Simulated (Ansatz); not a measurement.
Consider Ti (slab).

```yaml
crystal:
  lattice:
    - [2.84230, 0.00000, 0.00000]
    - [-0.94743, 2.67974, 0.00000]
    - [0.00000, 0.00000, 24.28290]
  atoms:
    - { symbol: Ti, position: [0.50000, 0.50000, 0.30886] }
    - { symbol: Ti, position: [0.00000, 0.00000, 0.40443] }
    - { symbol: Ti, position: [0.50000, 0.50000, 0.50000] }
    - { symbol: Ti, position: [0.00000, 0.00000, 0.59557] }
    - { symbol: Ti, position: [0.50000, 0.50000, 0.69114] }
```

Not relaxed (largest force 0.5 eV/Å).

Method: Kohn-Sham DFT of a periodic cell, PBE, Ansatz PAW in Ansatz.

Q: Predict the valence pseudo-density and electron localisation function between the atoms.

A: Ti–Ti (2.84 Å): ρ is about 0.19 e/Å³ halfway; the ELF is about 0.20 at the midpoint; no shared electron pair shows on this line.

Q: Does the calculation give a band gap?

A: It is metallic or semimetallic at this level of theory: no gap opens.

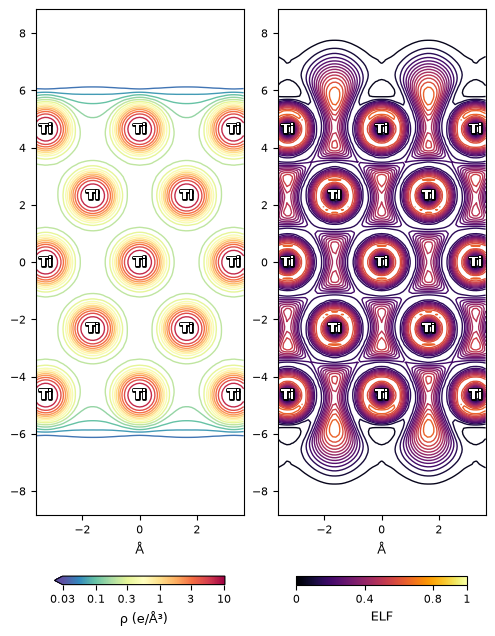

Computed valence pseudo-density and electron localisation function on the (11̄0) plane of the calculation cell, a cut from vacuum to vacuum, in this order. 
